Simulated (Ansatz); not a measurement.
Run report: Sn, geometry relaxation (part 1 of 2)

System: Sn (slab, 6 atoms in the cell).
Method: DFT, PBE, PAW with Ansatz's default frozen-core files, scalar-relativistic, no spin polarisation (Ansatz 0.2.0).

It belongs to a series of runs on one base structure; here: atoms relaxed, PAW files. Figures and captions count atoms from 1; the log counts them from 0 in places.

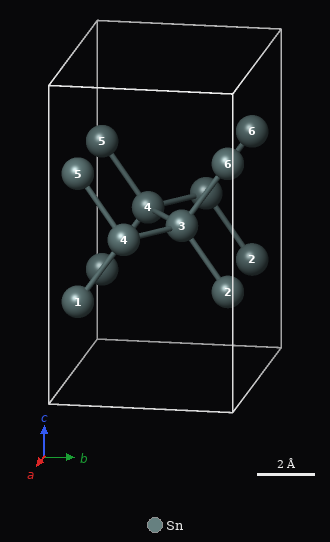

The structure as given in the input (ball-and-stick view of the 2 × 1 repeat of the cell, with the vacuum cut short, seen slightly off an axis; atoms are numbered from 1 in the order of the input).

Input file
```yaml
crystal:
  lattice:
    - [4.7064645878, 0.0, 0.0]
    - [0.0, 6.6559460509, 0.0]
    - [0.0, 0.0, 17.7065]
  atoms:
    - { symbol: Sn, position: [0.75, 0.125, 0.3670978288] }
    - { symbol: Sn, position: [0.25, 0.875, 0.3670978288] }
    - { symbol: Sn, position: [0.25, 0.625, 0.5] }
    - { symbol: Sn, position: [0.75, 0.375, 0.5] }
    - { symbol: Sn, position: [0.75, 0.125, 0.6329021712] }
    - { symbol: Sn, position: [0.25, 0.875, 0.6329021712] }
kpoints:
  mp_grid: { grid: [7, 5, 1] }
scf:
  occupations: { method: fermi_dirac, width: 0.02 }
hamiltonian:
  xc: pbe
  pseudopotentials: { kind: paw }
output:
  forces: true
  stress: true
  eigenvalues: true
relax:
  f_tol: 0.01
  max_steps: 40
efield:
  axis: 3
  amplitude: 0
  dipole_correction: true
```

Hardware: 2 threads of Arm Neoverse V1, 24 GiB of memory available, shared host.

Launch command:
```bash
ansatz run input.yaml --threads 2 --pin off --max-ram 4096MiB --backend cpu --events-out ev --progress --plain --runs-dir out
```

The program's output
```
Warning: output.stress: scf.convergence.dr2_threshold = 1e-7 eV (the SCF's general default) is looser than the 6e-10 eV advised for a printed stress (1e-10 eV for each atom of the cell: 6). What an SCF threshold leaves in a stress goes as its square root, and in the free energy as the threshold itself, and one threshold admits the most on a small cell: of the crystals measured, under no hybrid functional and no lock of the moments, on runs that ended without the residual-converged pass, on stresses that held no estimate of that error, the worst erred by over 100 MPa in a component at 1e-7 eV an atom and by under 5 at 1e-10. Every solve of this run answers to scf.convergence.dr2_threshold, and the tensor of one is reported: a single SCF on the reported geometry and on this run's grids (its basis.xc_grid and basis.ecutrho_ratio typed), with scf.convergence.dr2_threshold at 6e-10 eV or tighter, prints it and tightens no other solve. Else set scf.convergence.dr2_threshold to 6e-10 eV or tighter. The threshold is an SCF's pass mark: one that does not reach it within its budget of iterations ends unconverged, or closes short of it on a stop that the run arms, and scf.convergence.dr2_threshold's page says what that costs each kind of run
Engine: ansatz 0.2.0, aarch64-unknown-linux-gnu
Pseudopotentials: kind: paw
Pseudopotential: Sn, paw, valence charge 14, recommended cutoff 420 eV (normal), Sn.paw.azcp
Functional definition: PBE
  parameter kappa = 0.804
  parameter beta = 0.06672455060314922
  exchange = pbe_x(kappa = kappa, mu = beta*pi^2/3)
  correlation = pbe_c(beta = beta)
Crystal: 6 atoms, lattice volume = 554.673 Å³
Basis set: ecut = 420 eV, 10867 PW (Γ), exchange–correlation on 64×90×240 points (8 copies of the dense FFT grid, shifted against one another)
Bands: 51, of which v1, the nominal top of the filled ones, is band 42 counted from 1 (41 counted from 0)
Symmetry: 4 space group operations
k-points: 12 of 35
Non-local potential: Sn, projectors of the file, l = 0: 2, l = 1: 2, l = 2: 2, l = 3: 2
PAW form: soft (Blöchl's): semilocal exchange-correlation on the pseudo side does not see the compensation charge
PAW one-centre angular grid: Sn, 590 points (default); XC on 64 Gauss nodes
Initial density: superposition of atomic densities (neutral atoms: chi_scale 0, normalization atom), corrected by the library's trained network
Initial wavefunctions: pseudopotential atomic-orbital guess
Functional: x = pbe(κ = 0.804, μ = 0.2195149727645171), c = pbe(β = 0.06672455060314922)
SCF iter   1: F=—  HF=-36142.650796 eV  |F-HF|=—  |Δ(HF+E_count)|=         —  Δρ=1.46e-3  dr2=2.38e-2  ethr=1.77e-3  p=-0.000 e·Å  D=-2.59e-15 V/Å  ΔV_dip=0.00 eV  dr2_dipole=9.43e-8  V_vac-E_F(+/−)=4.24/4.24 eV  ⟨swp⟩=8.1  Hψ=2613  notcnv=0  defer=4
efield: sawtooth ramp at fractional position 0.9500 (placed from the atoms, in the widest stretch of the axis that holds none; the zero of the levels goes with the place), width 0.1000; the density the first Hamiltonian is built on has a dipole p = -0.000 e·Å; the dipole correction subtracts the counter field D = -2.59e-15 V/Å, which shifts the + side's vacuum level by +0.00 eV against the − side's; the planar-averaged density in the ramp window peaks in size at 3.2e-5 e/Å³
preconditioner: auto → LDOS  [metal: Δε(μ)=0.032 eV  Ē_g=18.757 eV  σ=0.020 eV  W_gap=0.38  n_scr=80 (ndim 8)  ℏωp=14.5 eV  f_vac=0.551  D(μ)=6.41/eV (n_scr^D=28)  β→1.0]
SCF iter   2: F=—  HF=-36142.653764 eV  |F-HF|=—  |Δ(HF+E_count)|=   2.97e-3  Δρ=7.99e-4  dr2=8.20e-3  ethr=2.83e-5  p=-0.000 e·Å  D=-7.27e-6 V/Å  ΔV_dip=0.00 eV  dr2_dipole=1.05e-7  V_vac-E_F(+/−)=4.21/4.21 eV  ⟨swp⟩=3.7  Hψ=1348  notcnv=0  defer=33
SCF iter   3: F=—  HF=-36142.652836 eV  |F-HF|=—  |Δ(HF+E_count)|=   9.28e-4  Δρ=3.30e-4  dr2=1.07e-3  ethr=9.76e-6  p=-0.000 e·Å  D=-3.13e-6 V/Å  ΔV_dip=0.00 eV  dr2_dipole=3.70e-9  V_vac-E_F(+/−)=4.21/4.21 eV  ⟨swp⟩=3.0  Hψ=1201  notcnv=0  defer=33
SCF iter   4: F=—  HF=-36142.652808 eV  |F-HF|=—  |Δ(HF+E_count)|=   2.87e-5  Δρ=1.09e-4  dr2=1.02e-4  ethr=1.27e-6  p=-0.000 e·Å  D=-1.12e-6 V/Å  ΔV_dip=0.00 eV  dr2_dipole=6.39e-11  V_vac-E_F(+/−)=4.20/4.20 eV  ⟨swp⟩=2.0  Hψ=1100  notcnv=0  defer=33
SCF iter   5: F=—  HF=-36142.652825 eV  |F-HF|=—  |Δ(HF+E_count)|=   1.75e-5  Δρ=2.79e-5  dr2=1.15e-5  ethr=1.22e-7  p=-0.000 e·Å  D=-4.14e-7 V/Å  ΔV_dip=0.00 eV  dr2_dipole=1.30e-12  V_vac-E_F(+/−)=4.20/4.20 eV  ⟨swp⟩=3.0  Hψ=1102  notcnv=0  defer=33
SCF iter   6: F=-36142.652828 eV  HF=-36142.652829 eV  |F-HF|=1.25e-6  |Δ(HF+E_count)|=   3.54e-6  Δρ=1.34e-5  dr2=1.74e-6  ethr=2.98e-9  p=-0.000 e·Å  D=-9.37e-8 V/Å  ΔV_dip=0.00 eV  dr2_dipole=3.32e-11  V_vac-E_F(+/−)=4.20/4.20 eV  ⟨swp⟩=14.9  Hψ=2942  notcnv=0
WARN: efield: at this solve's end the planar-averaged density reaches 1.22e-5 e/Å³ inside the ramp window [0.8935, 0.1065] (bound 1e-5 e/Å³); the window's nearer edge stands 4.61 Å from this solve's nearest atom along the axis. Its work functions, free energy, forces, stress, dipole, levels and responses can be off, and this figure does not tell by how much. A short vacuum, a low `basis.ecutwfc` or `basis.ecutrho_ratio` and negative occupations (`scf.occupations.method`) can put density there. See the manual's quickstart, § The vacuum guard
SCF 1 converged in 6 iterations: F = -36142.652828 eV  dr2 = 1.74e-6
  greatest PAW one-centre occupation: 0.991 electrons in one spin orbital (limit 2), on the Sn atom at site 4 (counted from 0), in its partial waves of l = 2
relax step   1: F+E_penalty+E_count = -36142.65282753 eV  Δ(F+E_penalty+E_count) = +0.000e0 eV  max|allowed force component| = 2.488e-1 eV/Å  Δτ_max = 0.0000 Å  (6 SCF iters, dr2 threshold 2.50e-6 eV, accepted)
Initial density: handed on by an earlier stage of this run
Initial wavefunctions: those handed on with the density
iter 1 solved again at ethr=9.22e-6 eV; its pass at ethr=3.10e-3 eV (dr2=7.74e-3 eV) is discarded
SCF iter   1: F=—  HF=-36142.659377 eV  |F-HF|=—  |Δ(HF+E_count)|=         —  Δρ=1.42e-3  dr2=8.07e-3  ethr=9.22e-6  p=-0.000 e·Å  D=-9.37e-8 V/Å  ΔV_dip=0.00 eV  dr2_dipole=2.86e-11  V_vac-E_F(+/−)=4.21/4.21 eV  ⟨swp⟩=2.5  Hψ=2203  notcnv=0  defer=36
efield: sawtooth ramp at fractional position 0.9500 (handed on by an earlier solve), width 0.1000; the density the first Hamiltonian is built on has a dipole p = -0.000 e·Å; the dipole correction subtracts the counter field D = -9.37e-8 V/Å, which shifts the + side's vacuum level by +0.00 eV against the − side's; the planar-averaged density in the ramp window peaks in size at 9.2e-6 e/Å³
preconditioner: auto → LDOS  [metal: Δε(μ)=0.033 eV  Ē_g=18.852 eV  σ=0.020 eV  W_gap=0.39  n_scr=80 (ndim 8)  ℏωp=14.5 eV  f_vac=0.558  D(μ)=6.12/eV (n_scr^D=22)  β→1.0]
SCF iter   2: F=—  HF=-36142.658432 eV  |F-HF|=—  |Δ(HF+E_count)|=   9.45e-4  Δρ=6.60e-4  dr2=3.53e-3  ethr=9.22e-6  p=0.000 e·Å  D=9.76e-8 V/Å  ΔV_dip=-0.00 eV  dr2_dipole=2.49e-11  V_vac-E_F(+/−)=4.22/4.22 eV  ⟨swp⟩=3.0  Hψ=1206  notcnv=0  defer=36
SCF iter   3: F=—  HF=-36142.657704 eV  |F-HF|=—  |Δ(HF+E_count)|=   7.28e-4  Δρ=2.23e-4  dr2=4.61e-4  ethr=4.20e-6  p=-0.000 e·Å  D=-7.11e-9 V/Å  ΔV_dip=0.00 eV  dr2_dipole=8.46e-12  V_vac-E_F(+/−)=4.22/4.22 eV  ⟨swp⟩=2.5  Hψ=1163  notcnv=0  defer=36
SCF iter   4: F=—  HF=-36142.657638 eV  |F-HF|=—  |Δ(HF+E_count)|=   6.58e-5  Δρ=6.43e-5  dr2=3.49e-5  ethr=5.49e-7  p=0.000 e·Å  D=2.69e-8 V/Å  ΔV_dip=-0.00 eV  dr2_dipole=2.05e-14  V_vac-E_F(+/−)=4.22/4.22 eV  ⟨swp⟩=2.2  Hψ=1022  notcnv=0  defer=36
SCF iter   5: F=—  HF=-36142.657644 eV  |F-HF|=—  |Δ(HF+E_count)|=   6.47e-6  Δρ=2.15e-5  dr2=4.08e-6  ethr=4.16e-8  p=-0.000 e·Å  D=-1.79e-8 V/Å  ΔV_dip=0.00 eV  dr2_dipole=1.50e-12  V_vac-E_F(+/−)=4.23/4.23 eV  ⟨swp⟩=2.0  Hψ=1082  notcnv=0  defer=36
SCF iter   6: F=-36142.657644 eV  HF=-36142.657644 eV  |F-HF|=1.54e-7  |Δ(HF+E_count)|=   5.81e-7  Δρ=4.70e-6  dr2=2.00e-7  ethr=4.60e-9  p=-0.000 e·Å  D=-1.87e-8 V/Å  ΔV_dip=0.00 eV  dr2_dipole=1.53e-14  V_vac-E_F(+/−)=4.23/4.23 eV  ⟨swp⟩=14.4  Hψ=2878  notcnv=0
WARN: efield: at this solve's end the planar-averaged density reaches 1.07e-5 e/Å³ inside the ramp window [0.8935, 0.1065] (bound 1e-5 e/Å³); the window's nearer edge stands 4.67 Å from this solve's nearest atom along the axis. Its work functions, free energy, forces, stress, dipole, levels and responses can be off, and this figure does not tell by how much. A short vacuum, a low `basis.ecutwfc` or `basis.ecutrho_ratio` and negative occupations (`scf.occupations.method`) can put density there. See the manual's quickstart, § The vacuum guard
SCF 2 converged in 6 iterations: F = -36142.657644 eV  dr2 = 2.00e-7
  greatest PAW one-centre occupation: 0.991 electrons in one spin orbital (limit 2), on the Sn atom at site 1 (counted from 0), in its partial waves of l = 2
relax step   2: F+E_penalty+E_count = -36142.65764403 eV  Δ(F+E_penalty+E_count) = -4.817e-3 eV  max|allowed force component| = 2.275e-1 eV/Å  Δτ_max = 0.0822 Å  (6 SCF iters, dr2 threshold 3.87e-6 eV, accepted)
SCF iter   1: F=—  HF=-36142.672958 eV  |F-HF|=—  |Δ(HF+E_count)|=         —  Δρ=6.62e-4  dr2=1.67e-3  ethr=1.93e-5  p=-0.000 e·Å  D=-1.87e-8 V/Å  ΔV_dip=0.00 eV  dr2_dipole=1.32e-13  V_vac-E_F(+/−)=4.22/4.22 eV  ⟨swp⟩=5.5  Hψ=1791  notcnv=0  defer=36
efield: sawtooth ramp at fractional position 0.9500 (handed on by an earlier solve), width 0.1000; the density the first Hamiltonian is built on has a dipole p = -0.000 e·Å; the dipole correction subtracts the counter field D = -1.87e-8 V/Å, which shifts the + side's vacuum level by +0.00 eV against the − side's; the planar-averaged density in the ramp window peaks in size at 1.2e-5 e/Å³
preconditioner: auto → LDOS  [metal: Δε(μ)=0.035 eV  Ē_g=18.812 eV  σ=0.020 eV  W_gap=0.41  n_scr=80 (ndim 8)  ℏωp=14.5 eV  f_vac=0.554  D(μ)=6.13/eV (n_scr^D=22)  β→1.0]
SCF iter   2: F=—  HF=-36142.672788 eV  |F-HF|=—  |Δ(HF+E_count)|=   1.69e-4  Δρ=2.83e-4  dr2=6.62e-4  ethr=1.98e-6  p=-0.000 e·Å  D=-1.89e-7 V/Å  ΔV_dip=0.00 eV  dr2_dipole=7.71e-13  V_vac-E_F(+/−)=4.21/4.21 eV  ⟨swp⟩=2.2  Hψ=1285  notcnv=0  defer=34
SCF iter   3: F=—  HF=-36142.672668 eV  |F-HF|=—  |Δ(HF+E_count)|=   1.20e-4  Δρ=1.06e-4  dr2=1.07e-4  ethr=7.88e-7  p=-0.000 e·Å  D=-1.31e-7 V/Å  ΔV_dip=0.00 eV  dr2_dipole=1.06e-12  V_vac-E_F(+/−)=4.21/4.21 eV  ⟨swp⟩=2.0  Hψ=1099  notcnv=0  defer=34
SCF iter   4: F=—  HF=-36142.672651 eV  |F-HF|=—  |Δ(HF+E_count)|=   1.66e-5  Δρ=3.28e-5  dr2=8.90e-6  ethr=1.27e-7  p=-0.000 e·Å  D=-1.00e-7 V/Å  ΔV_dip=0.00 eV  dr2_dipole=2.24e-13  V_vac-E_F(+/−)=4.21/4.21 eV  ⟨swp⟩=2.0  Hψ=1001  notcnv=0  defer=34
SCF iter   5: F=-36142.672652 eV  HF=-36142.672652 eV  |F-HF|=5.47e-7  |Δ(HF+E_count)|=   7.67e-7  Δρ=1.01e-5  dr2=9.03e-7  ethr=3.85e-9  p=-0.000 e·Å  D=-3.67e-8 V/Å  ΔV_dip=0.00 eV  dr2_dipole=1.55e-13  V_vac-E_F(+/−)=4.21/4.21 eV  ⟨swp⟩=13.6  Hψ=2898  notcnv=0
WARN: efield: at this solve's end the planar-averaged density reaches 1.13e-5 e/Å³ inside the ramp window [0.8935, 0.1065] (bound 1e-5 e/Å³); the window's nearer edge stands 4.65 Å from this solve's nearest atom along the axis. Its work functions, free energy, forces, stress, dipole, levels and responses can be off, and this figure does not tell by how much. A short vacuum, a low `basis.ecutwfc` or `basis.ecutrho_ratio` and negative occupations (`scf.occupations.method`) can put density there. See the manual's quickstart, § The vacuum guard
SCF 3 converged in 5 iterations: F = -36142.672652 eV  dr2 = 9.03e-7
  greatest PAW one-centre occupation: 0.991 electrons in one spin orbital (limit 2), on the Sn atom at site 5 (counted from 0), in its partial waves of l = 2
relax step   3: F+E_penalty+E_count = -36142.67265155 eV  Δ(F+E_penalty+E_count) = -1.501e-2 eV  max|allowed force component| = 1.314e-2 eV/Å  Δτ_max = 0.0361 Å  (5 SCF iters, dr2 threshold 3.23e-6 eV, accepted)
SCF iter   1: F=—  HF=-36142.672692 eV  |F-HF|=—  |Δ(HF+E_count)|=         —  Δρ=3.19e-5  dr2=4.95e-6  ethr=4.75e-8  p=-0.000 e·Å  D=-3.67e-8 V/Å  ΔV_dip=0.00 eV  dr2_dipole=2.49e-13  V_vac-E_F(+/−)=4.21/4.21 eV  ⟨swp⟩=3.0  Hψ=1527  notcnv=0  defer=34
efield: sawtooth ramp at fractional position 0.9500 (handed on by an earlier solve), width 0.1000; the density the first Hamiltonian is built on has a dipole p = -0.000 e·Å; the dipole correction subtracts the counter field D = -3.67e-8 V/Å, which shifts the + side's vacuum level by +0.00 eV against the − side's; the planar-averaged density in the ramp window peaks in size at 1.1e-5 e/Å³
preconditioner: auto → LDOS  [metal: Δε(μ)=0.035 eV  Ē_g=18.813 eV  σ=0.020 eV  W_gap=0.41  n_scr=80 (ndim 8)  ℏωp=14.5 eV  f_vac=0.554  D(μ)=6.12/eV (n_scr^D=22)  β→1.0]
SCF iter   2: F=—  HF=-36142.672699 eV  |F-HF|=—  |Δ(HF+E_count)|=   6.32e-6  Δρ=1.46e-5  dr2=1.87e-6  ethr=5.90e-9  p=-0.000 e·Å  D=-1.26e-8 V/Å  ΔV_dip=0.00 eV  dr2_dipole=4.30e-14  V_vac-E_F(+/−)=4.21/4.21 eV  ⟨swp⟩=2.0  Hψ=1214  notcnv=0  defer=34
SCF iter   3: F=—  HF=-36142.672699 eV  |F-HF|=—  |Δ(HF+E_count)|=   3.06e-7  Δρ=4.00e-6  dr2=1.88e-7  ethr=2.22e-9  p=-0.000 e·Å  D=-9.86e-9 V/Å  ΔV_dip=0.00 eV  dr2_dipole=3.41e-15  V_vac-E_F(+/−)=4.21/4.21 eV  ⟨swp⟩=2.0  Hψ=1084  notcnv=0  defer=34
SCF iter   4: F=-36142.672698 eV  HF=-36142.672698 eV  |F-HF|=6.65e-9  |Δ(HF+E_count)|=   2.48e-8  Δρ=9.60e-7  dr2=1.11e-8  ethr=1.19e-10  p=-0.000 e·Å  D=-5.77e-9 V/Å  ΔV_dip=0.00 eV  dr2_dipole=1.60e-18  V_vac-E_F(+/−)=4.21/4.21 eV  ⟨swp⟩=9.7  Hψ=2314  notcnv=0
WARN: efield: at this solve's end the planar-averaged density reaches 1.12e-5 e/Å³ inside the ramp window [0.8935, 0.1065] (bound 1e-5 e/Å³); the window's nearer edge stands 4.65 Å from this solve's nearest atom along the axis. Its work functions, free energy, forces, stress, dipole, levels and responses can be off, and this figure does not tell by how much. A short vacuum, a low `basis.ecutwfc` or `basis.ecutrho_ratio` and negative occupations (`scf.occupations.method`) can put density there. See the manual's quickstart, § The vacuum guard
SCF 4 converged in 4 iterations: F = -36142.672698 eV  dr2 = 1.11e-8
  greatest PAW one-centre occupation: 0.991 electrons in one spin orbital (limit 2), on the Sn atom at site 0 (counted from 0), in its partial waves of l = 2
relax step   4: F+E_penalty+E_count = -36142.67269848 eV  Δ(F+E_penalty+E_count) = -4.693e-5 eV  max|allowed force component| = 1.090e-3 eV/Å  Δτ_max = 0.0016 Å  (4 SCF iters, accepted)
```
